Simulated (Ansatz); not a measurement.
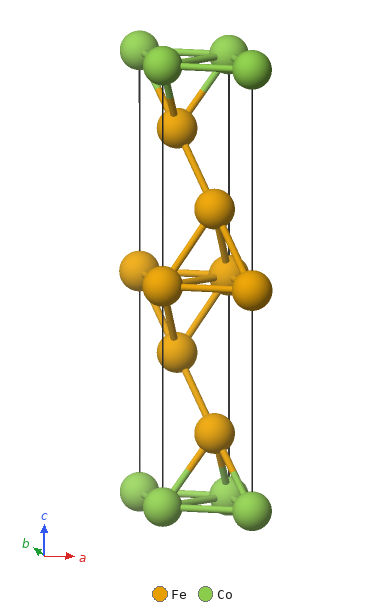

A ball-and-stick rendering, viewed slightly off an axis. The conventional unit cell is outlined; an atom on or near a face, edge or corner is repeated at each equivalent position. Cell: a = 2.57 Å, b = 2.57 Å, c = 12.41 Å, α = 90.00°, β = 90.00°, γ = 120.00°.

The starting point was a structure type filled with these elements by a generator (whether the compound takes this form wasn't checked). Earlier steps of the study may have refined or changed the cell and positions. It was the input of a calculation with Ansatz.

Q: Explain the picture.

A: Composition: Fe$_{5}$Co. Space group P-3m1 (No. 164), lattice primitive hexagonal. Counting shared atoms by their share gives 5 Fe, 1 Co, or 6 atoms. Each Co atom is coordinated by six Fe and six Co in a cuboctahedral arrangement (about 2.5 Å to Fe, 2.6 Å to Co). Fe takes three kinds of site: 2d with twelve Fe in a cuboctahedral arrangement at about 2.6 Å; 1b with twelve Fe in a cuboctahedral arrangement at about 2.6 Å; 2d with nine Fe and three Co in a cuboctahedral arrangement (about 2.6 Å to Fe, 2.5 Å to Co). The bonds build a three-dimensional framework.

All computed values are from DFT PBE, scalar-relativistic, plane waves, PAW (Ansatz). Settings: plane waves up to 420 eV, k-grid 18×18×4, Gaussian smearing of 0.1 eV, collinear spins.

Q: Which atoms carry magnetic moments in this run, and how do they order?

A: The state reached is ferromagnetic. Sizes: Fe 2.6 μB and Co 1.7 μB; net moment 14.5 μB in the run's cell of 6 atoms.

Q: What is the band gap, if any?

A: A metal: bands cross the Fermi level.

Q: Predict the Bader charges.

A: Fe 0.00 to +0.06 e; Co -0.12 e.

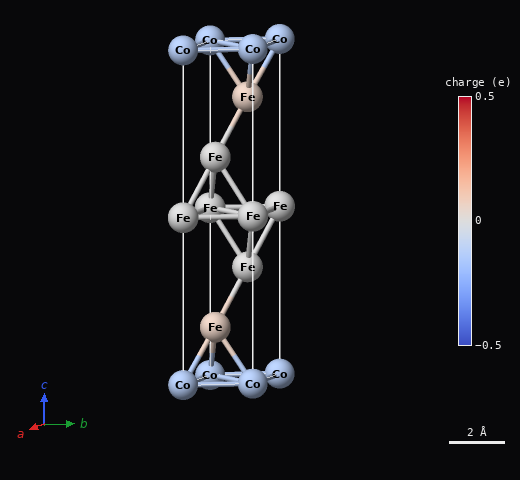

The atoms coloured by those charges. The run's cell of 6 atoms is drawn.

Q: Are forces and stress small enough to call this relaxed?

A: Yes. All forces vanish to within 0.01 eV/Å. The pressure is 0.0 GPa, close to zero.
